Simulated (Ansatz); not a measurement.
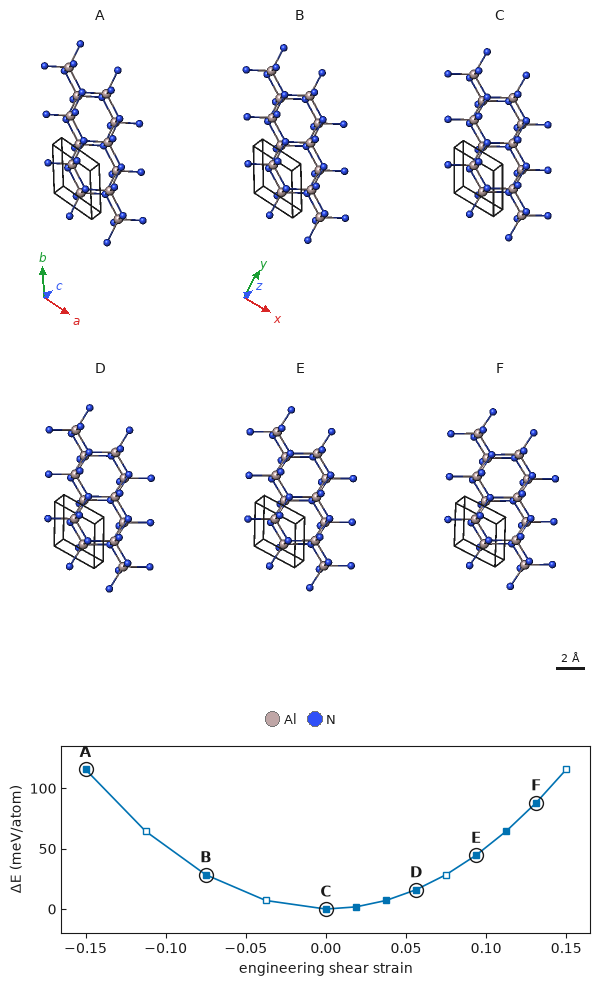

A scan of crystalline AlN (P6_3/mmc): the cell is strained in shear in the xy plane, with the atoms kept at their fractional coordinates. x, y and z are the Cartesian axes of the input. The lettered frames are marked on the plot. Hollow markers are points alike by symmetry, not computed again. The picture is a ball-and-stick view of the cell of the calculation, repeated 2 × 3 × 1 with one cell outlined, seen along the c axis, with a slight tilt.

Level of theory: DFT PBEsol, scalar-relativistic, plane waves, PAW in Ansatz 0.2.0. Set-up: plane-wave cutoff 420 eV; k-point mesh 12 × 12 × 6; occupations gaussian; smearing width 0.05 eV; no spin polarisation. Energies (free energies at the smearing named) are counted from the cell as listed in its source, which wasn't relaxed.

What does the scan show?

Answer. The lowest computed point lies at the strain 0.00 (0.0 meV/atom). At the ends of the scan the energy is 115.6 meV/atom (−0.15) and 115.6 meV/atom (0.15). The unrelaxed reference is under a pressure of −3.5 GPa. The distortion takes the space group from P6_3/mmc to P2_1/m. At the strain −0.15 the cell of the drawing goes a 3.312 → 3.321 Å, b 3.312 → 3.529 Å, γ 120.0° → 126.3°.
